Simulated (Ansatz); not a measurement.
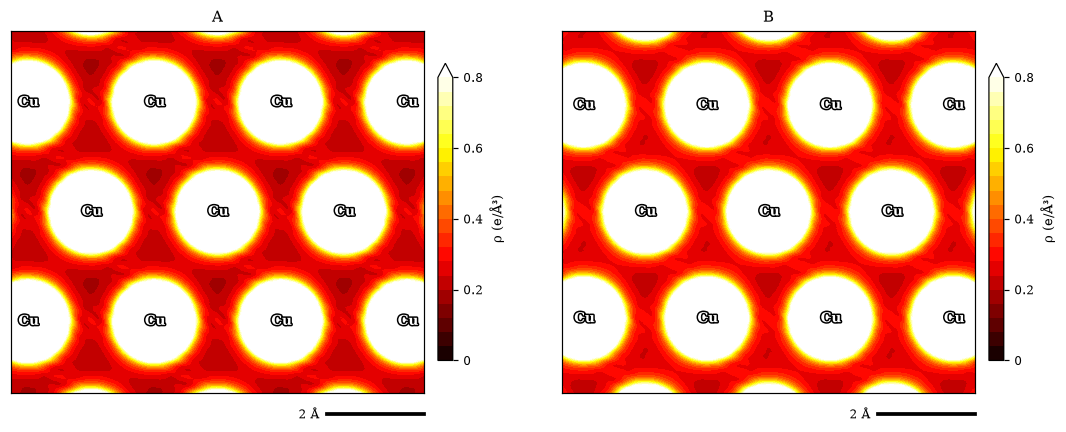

Cu. The valence charge density (pseudo) of two cells that differ in size, on the (001) plane of each (indices in the axes of the calculation cell), at one length scale and on one colour scale; one has 11.5 and the other 12.4 Å³ an atom.

Method: Ansatz, DFT, r2SCAN, plane waves (500 eV) with PAW, scalar-relativistic.

Q: Which panel shows the smaller cell, and what does the compression change?

A: Panel B is the smaller cell, by 7 % in volume. From the larger cell to the smaller, Cu–Cu goes from 2.60 to 2.53 Å, and the density at its midpoint from 0.29 to 0.31 e/Å³.
